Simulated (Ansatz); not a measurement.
Field-gradient calculation of In26SbAs27 (part 2 of 3)

The same run, continued: In26SbAs27 (defect cell, 54 atoms in the cell); DFT, PBE, plane-wave PAW, default files, scalar-relativistic, no spin polarisation (Ansatz 0.2.0); cutoff 420 eV, 2×2×2 k-mesh, Fermi–Dirac smearing of 0.01 eV. The structure derives from an entry of the Crystallography Open Database. It belongs to a series of runs on one base structure; here: Sb on a In site, charge +0, host positions.

Output, continued:
```
  k-point 0: bands = ["-27.3548", "-27.3548", "-27.3548", "-27.3545", "-27.3289", "-27.3289", "-27.3288", "-27.3288", "-27.3288", "-27.3284", ... 245 levels left out ..., "-6.2597", "-6.2540", "-6.2540", "-6.2540", "-6.2507", "-6.2507", "-6.2469", "-6.2469", "-6.2469", "-6.2433", "-6.2433", "-6.2433", "-6.2399", "-6.2399", "-6.2381", "-4.3372", "-3.6047", "-3.0921", "-3.0921", "-3.0921", "-2.9097", "-2.9097", "-2.9097", "-2.9042", "-2.6645", "-2.6645", "-2.6645", "-2.6574", "-2.5779",
      "-2.5779", "-2.2012", "-2.2012", "-2.2012", "-2.0747", "-2.0011", "-2.0011", "-1.9947", "-1.9947", "-1.9947", "-1.9772", "-1.9772", "-1.9772", "-0.2315", "2.3329", "2.3329", "2.3329", "2.3377", "2.3377", "2.3377", "2.3905", "2.3905", "2.3973", "2.3973", "2.3973", "2.8969", "3.0640", "3.0640", "3.0640", "3.1664", "3.1664", "3.1664", "3.2192", "3.2192", "3.2457", "3.2679", "3.2679", "3.2679", "3.2689", "4.1579",
      "4.1579", "4.1579", "4.5207", "4.5207", "4.6124", "4.6124", "4.6124", "4.6202", "4.6202", "4.6202", "4.6219", "5.5520", "5.5520", "5.5520", "6.0000", "6.0000", "6.0000", "6.0240", "6.0240", "6.0240", "6.0691", "6.0691", "6.0691", "6.2147", "6.2147", "6.2147", "6.2504", "6.2504", "6.2545", "6.2545", "6.2545", "6.2954", "6.2996", "6.2996", "6.2996", "6.9464", "6.9464", "6.9464", "7.1293", "7.1293",
      "7.1431", "7.1431", "7.1431", "7.1789", "7.1789", "7.1789", "7.2009", "7.2009", "7.2009", "7.2014", "7.2014", "7.4994", "7.9414", "7.9414", "7.9414", "8.3028", "8.8756", "8.8756", "8.8756", "9.1027", "9.1110", "9.1110", "9.1110", "9.5526", "9.5526", "9.5526", "9.6611", "9.7928", "9.7928", "10.0362", "10.1512", "10.1512", "10.1512", "10.2058", "10.2058", "10.3036", "10.3036", "10.3036", "10.3088", "10.3088",
      "10.3088", "10.5078", "10.5329", "10.5329", "10.5540", "10.5540", "10.5540", "11.5610", "11.5610", "11.5610", "12.2224", "12.2224", "12.2224", "12.5846", "12.5846", "12.5944", "12.6779", "12.6779", "12.6779", "12.7115", "12.7115", "12.7115", "12.7148", "12.7148", "12.7205", "12.7205", "12.7205", "12.9830", "12.9830", "12.9830", "12.9909", "12.9909", "12.9909", "13.0809", "13.0809", "13.0851", "13.0851", "13.0851", "13.8957", "13.8957",
      "13.8957", "14.0515", "14.0969", "14.0969", "14.0969", "14.0982", "14.2720", "14.2720", "14.2720", "14.6418", "14.6418"]
  k-point 1: bands = ["-27.3548", "-27.3548", "-27.3548", "-27.3545", "-27.3289", "-27.3289", "-27.3288", "-27.3288", "-27.3288", "-27.3284", ... 245 levels left out ..., "-6.2586", "-6.2554", "-6.2554", "-6.2535", "-6.2503", "-6.2503", "-6.2468", "-6.2456", "-6.2456", "-6.2440", "-6.2435", "-6.2435", "-6.2390", "-6.2390", "-6.2372", "-4.2805", "-3.6460", "-3.3670", "-3.1205", "-3.1205", "-2.9631", "-2.9461", "-2.9461", "-2.7355", "-2.6202", "-2.6090", "-2.6090", "-2.4886", "-2.4886",
      "-2.4436", "-2.2036", "-2.2036", "-2.1897", "-2.0950", "-2.0453", "-2.0453", "-2.0232", "-2.0232", "-2.0174", "-1.9942", "-1.9829", "-1.9829", "-0.2537", "2.1405", "2.2996", "2.2996", "2.3040", "2.3491", "2.3491", "2.3731", "2.4010", "2.4010", "2.4139", "2.4139", "2.4298", "2.6469", "2.6469", "2.6637", "2.7251", "2.7263", "2.7263", "3.4998", "3.6279", "3.6279", "3.7262", "3.7262", "3.7726", "4.4120", "4.4160",
      "4.4160", "4.8491", "4.8491", "4.8525", "4.8868", "5.0649", "5.0649", "5.1626", "5.1626", "5.1734", "5.2884", "5.3369", "5.4634", "5.4634", "5.5052", "5.5475", "5.5475", "5.5538", "5.6760", "5.6760", "5.7729", "5.8420", "5.8420", "5.8427", "5.8911", "5.8911", "5.8967", "5.9179", "5.9179", "5.9299", "6.2563", "6.3242", "6.3242", "6.4091", "6.4198", "6.4198", "6.4516", "6.4516", "6.6018", "6.6115",
      "6.6115", "6.6533", "6.8474", "6.8474", "6.9068", "6.9068", "6.9214", "6.9544", "6.9798", "6.9798", "7.5772", "7.5772", "7.6662", "7.6662", "8.3778", "9.0639", "9.2265", "9.4916", "9.5662", "9.5662", "9.8208", "9.9980", "10.0011", "10.0011", "10.1472", "10.1472", "10.1790", "10.2650", "10.2650", "10.3375", "10.3565", "10.3638", "10.3638", "10.3747", "10.3747", "10.4397", "10.9490", "10.9490", "11.1750", "11.2013",
      "11.2013", "11.2467", "11.3224", "11.3224", "11.3430", "11.3430", "11.3455", "11.3723", "11.4138", "11.4138", "11.4447", "11.4447", "11.4580", "11.7441", "11.7441", "12.0083", "12.0903", "12.0903", "12.1095", "12.1241", "12.1416", "12.1416", "12.2298", "12.3446", "12.3446", "12.3922", "12.4451", "12.4451", "12.4684", "12.4780", "12.4780", "12.6083", "12.6083", "12.9103", "12.9103", "13.0204", "13.1866", "13.1938", "13.1938", "13.2078",
      "13.3042", "13.3424", "13.3424", "13.3603", "13.3603", "13.4174", "13.4767", "13.5172", "13.5172", "13.5540", "13.5540"]
  k-point 2: bands = ["-27.3548", "-27.3548", "-27.3548", "-27.3545", "-27.3289", "-27.3289", "-27.3288", "-27.3288", "-27.3288", "-27.3284", ... 245 levels left out ..., "-6.2586", "-6.2553", "-6.2528", "-6.2526", "-6.2526", "-6.2490", "-6.2460", "-6.2460", "-6.2459", "-6.2443", "-6.2435", "-6.2435", "-6.2406", "-6.2383", "-6.2362", "-4.2649", "-3.5727", "-3.3741", "-3.2708", "-3.2708", "-3.2078", "-2.7305", "-2.6831", "-2.6831", "-2.6535", "-2.3806", "-2.3719", "-2.3660", "-2.3660",
      "-2.3464", "-2.3386", "-2.3314", "-2.3314", "-2.3062", "-2.3054", "-2.3054", "-2.3039", "-1.9278", "-1.8906", "-1.8906", "-1.8472", "-1.8348", "-0.2719", "2.1304", "2.2027", "2.2172", "2.2172", "2.2835", "2.2835", "2.3151", "2.3269", "2.3972", "2.4131", "2.4131", "2.4257", "2.6850", "2.8130", "2.8130", "2.8356", "2.8638", "2.8638", "2.8836", "2.8887", "4.0423", "4.0990", "4.1618", "4.1618", "4.5415", "4.5595",
      "4.5595", "5.0843", "5.1228", "5.1527", "5.1751", "5.1751", "5.2079", "5.2223", "5.2321", "5.2321", "5.2454", "5.2548", "5.2548", "5.2700", "5.3267", "5.3281", "5.5257", "5.5257", "5.6071", "5.6565", "5.6839", "5.6839", "5.7063", "5.7177", "5.7177", "5.7343", "6.0246", "6.0420", "6.0420", "6.1801", "6.2265", "6.2265", "6.2288", "6.2388", "6.2563", "6.2595", "6.2626", "6.2626", "6.3662", "6.3662",
      "6.5200", "6.5252", "6.5699", "6.5699", "6.5800", "6.5816", "7.0541", "7.0541", "7.1173", "7.1173", "7.4663", "7.4663", "7.5027", "7.5144", "8.8760", "9.1763", "9.7355", "10.0290", "10.0701", "10.0701", "10.1253", "10.1742", "10.1742", "10.1978", "10.2042", "10.2045", "10.2158", "10.2158", "10.2457", "10.2465", "10.4278", "10.4278", "10.7149", "10.7376", "10.8804", "11.0304", "11.0468", "11.1809", "11.1809", "11.2442",
      "11.2585", "11.3039", "11.3039", "11.3450", "11.3454", "11.3454", "11.3906", "11.3906", "11.4096", "11.4163", "11.4381", "11.4441", "11.4533", "11.4533", "11.4573", "11.4745", "11.8705", "11.9538", "11.9538", "12.0977", "12.1317", "12.1782", "12.1948", "12.1948", "12.2471", "12.2493", "12.2493", "12.2518", "12.4046", "12.4046", "12.5913", "12.5942", "12.7448", "12.7470", "12.8229", "12.8229", "12.8676", "12.8676", "12.9194", "12.9297",
      "13.0237", "13.0308", "13.0308", "13.1000", "13.1000", "13.1116", "13.1664", "13.1664", "13.4527", "13.4527", "13.4920"]
--- Löwdin populations: 54 sites ---
  site symbol       q [e]
     0     Sb     14.4133
     1     In     12.7229
     2     In     12.7229
     3     In     12.7229
     4     In     12.7100
     5     In     12.7229
     6     In     12.7229
     7     In     12.7229
     8     In     12.7027
     9     In     12.7229
    10     In     12.7100
    11     In     12.7229
    12     In     12.7100
    13     In     12.7100
    14     In     12.7062
    15     In     12.7229
    16     In     12.7062
    17     In     12.7062
    18     In     12.7229
    19     In     12.7229
    20     In     12.7027
    21     In     12.7229
    22     In     12.7062
    23     In     12.7062
    24     In     12.7027
    25     In     12.7062
    26     In     12.7027
    27     As     15.2473
    28     As     15.2533
    29     As     15.2473
    30     As     15.2533
    31     As     15.2533
    32     As     15.2622
    33     As     15.2473
    34     As     15.2622
    35     As     15.2622
    36     As     15.2533
    37     As     15.2533
    38     As     15.2622
    39     As     15.2533
    40     As     15.2622
    41     As     15.2622
    42     As     15.2622
    43     As     15.2622
    44     As     15.2622
    45     As     15.2473
    46     As     15.2622
    47     As     15.2622
    48     As     15.2622
    49     As     15.2622
    50     As     15.2622
    51     As     15.2622
    52     As     15.2622
    53     As     15.2627
  spilling = 0.001394 (of n_electrons = 758.000000)
```

File populations.tsv:
```
# site	symbol	l	j	q
# orbitals = lowdin
# n_electrons = 758.000000
# spilling = 0.001394
0	Sb	0_5S	-	1.702192
0	Sb	1_5P	-	2.716170
0	Sb	2_4D	-	9.994899
1	In	0_5S	-	1.077717
1	In	1_5P	-	1.663649
1	In	2_4D	-	9.981558
2	In	0_5S	-	1.077717
2	In	1_5P	-	1.663649
2	In	2_4D	-	9.981558
3	In	0_5S	-	1.077717
3	In	1_5P	-	1.663649
3	In	2_4D	-	9.981558
4	In	0_5S	-	1.069540
4	In	1_5P	-	1.658744
4	In	2_4D	-	9.981714
5	In	0_5S	-	1.077717
5	In	1_5P	-	1.663649
5	In	2_4D	-	9.981558
6	In	0_5S	-	1.077717
6	In	1_5P	-	1.663649
6	In	2_4D	-	9.981558
7	In	0_5S	-	1.077717
7	In	1_5P	-	1.663649
7	In	2_4D	-	9.981558
8	In	0_5S	-	1.068586
8	In	1_5P	-	1.652344
8	In	2_4D	-	9.981724
9	In	0_5S	-	1.077717
9	In	1_5P	-	1.663649
9	In	2_4D	-	9.981558
10	In	0_5S	-	1.069540
10	In	1_5P	-	1.658744
10	In	2_4D	-	9.981714
11	In	0_5S	-	1.077717
11	In	1_5P	-	1.663649
11	In	2_4D	-	9.981558
12	In	0_5S	-	1.069540
12	In	1_5P	-	1.658744
12	In	2_4D	-	9.981714
13	In	0_5S	-	1.069540
13	In	1_5P	-	1.658744
13	In	2_4D	-	9.981714
14	In	0_5S	-	1.069327
14	In	1_5P	-	1.655081
14	In	2_4D	-	9.981749
15	In	0_5S	-	1.077717
15	In	1_5P	-	1.663649
15	In	2_4D	-	9.981558
16	In	0_5S	-	1.069327
16	In	1_5P	-	1.655081
16	In	2_4D	-	9.981749
17	In	0_5S	-	1.069327
17	In	1_5P	-	1.655081
17	In	2_4D	-	9.981749
18	In	0_5S	-	1.077717
18	In	1_5P	-	1.663649
18	In	2_4D	-	9.981558
19	In	0_5S	-	1.077717
19	In	1_5P	-	1.663649
19	In	2_4D	-	9.981558
20	In	0_5S	-	1.068586
20	In	1_5P	-	1.652344
20	In	2_4D	-	9.981724
21	In	0_5S	-	1.077717
21	In	1_5P	-	1.663649
21	In	2_4D	-	9.981558
22	In	0_5S	-	1.069327
22	In	1_5P	-	1.655081
22	In	2_4D	-	9.981749
23	In	0_5S	-	1.069327
23	In	1_5P	-	1.655081
23	In	2_4D	-	9.981749
24	In	0_5S	-	1.068586
24	In	1_5P	-	1.652344
24	In	2_4D	-	9.981724
25	In	0_5S	-	1.069327
25	In	1_5P	-	1.655081
25	In	2_4D	-	9.981749
26	In	0_5S	-	1.068586
26	In	1_5P	-	1.652344
26	In	2_4D	-	9.981724
27	As	0_4S	-	1.576404
27	As	1_4P	-	3.673749
27	As	2_3D	-	9.997144
28	As	0_4S	-	1.530231
28	As	1_4P	-	3.726140
28	As	2_3D	-	9.996928
29	As	0_4S	-	1.576404
29	As	1_4P	-	3.673749
29	As	2_3D	-	9.997144
30	As	0_4S	-	1.530231
30	As	1_4P	-	3.726140
30	As	2_3D	-	9.996928
31	As	0_4S	-	1.530231
31	As	1_4P	-	3.726140
31	As	2_3D	-	9.996928
32	As	0_4S	-	1.524100
32	As	1_4P	-	3.741144
32	As	2_3D	-	9.996973
33	As	0_4S	-	1.576404
33	As	1_4P	-	3.673749
33	As	2_3D	-	9.997144
34	As	0_4S	-	1.524100
34	As	1_4P	-	3.741144
34	As	2_3D	-	9.996973
35	As	0_4S	-	1.524100
35	As	1_4P	-	3.741144
35	As	2_3D	-	9.996973
36	As	0_4S	-	1.530231
36	As	1_4P	-	3.726140
36	As	2_3D	-	9.996928
37	As	0_4S	-	1.530231
37	As	1_4P	-	3.726140
37	As	2_3D	-	9.996928
38	As	0_4S	-	1.524100
38	As	1_4P	-	3.741144
38	As	2_3D	-	9.996973
39	As	0_4S	-	1.530231
39	As	1_4P	-	3.726140
39	As	2_3D	-	9.996928
40	As	0_4S	-	1.522998
40	As	1_4P	-	3.742323
40	As	2_3D	-	9.996918
41	As	0_4S	-	1.522998
41	As	1_4P	-	3.742323
41	As	2_3D	-	9.996918
42	As	0_4S	-	1.524100
42	As	1_4P	-	3.741144
42	As	2_3D	-	9.996973
43	As	0_4S	-	1.522998
43	As	1_4P	-	3.742323
43	As	2_3D	-	9.996918
44	As	0_4S	-	1.524100
44	As	1_4P	-	3.741144
44	As	2_3D	-	9.996973
45	As	0_4S	-	1.576404
45	As	1_4P	-	3.673749
45	As	2_3D	-	9.997144
46	As	0_4S	-	1.524100
46	As	1_4P	-	3.741144
46	As	2_3D	-	9.996973
47	As	0_4S	-	1.524100
47	As	1_4P	-	3.741144
47	As	2_3D	-	9.996973
48	As	0_4S	-	1.524100
48	As	1_4P	-	3.741144
48	As	2_3D	-	9.996973
49	As	0_4S	-	1.522998
49	As	1_4P	-	3.742323
49	As	2_3D	-	9.996918
50	As	0_4S	-	1.524100
50	As	1_4P	-	3.741144
50	As	2_3D	-	9.996973
51	As	0_4S	-	1.524100
51	As	1_4P	-	3.741144
51	As	2_3D	-	9.996973
52	As	0_4S	-	1.524100
52	As	1_4P	-	3.741144
52	As	2_3D	-	9.996973
53	As	0_4S	-	1.523494
53	As	1_4P	-	3.742342
53	As	2_3D	-	9.996910
```

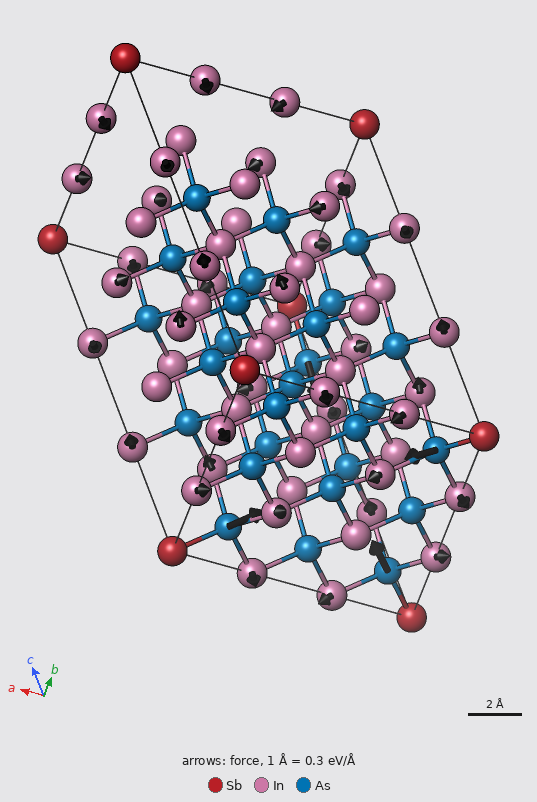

Figure 1. Forces on the atoms as black arrows (ball-and-stick view of the cell of the calculation, seen at an oblique angle); the smallest are left out. The largest act on As28, As30, As34, As46 (0.52 eV/Å); In2, In3, In4, In6, In7, In8 and 6 more (0.21 eV/Å). Atoms are counted from 1 in the order of the input and aren't labelled in the picture. The geometry is not a stationary point of this energy.

The run was set up as follows.
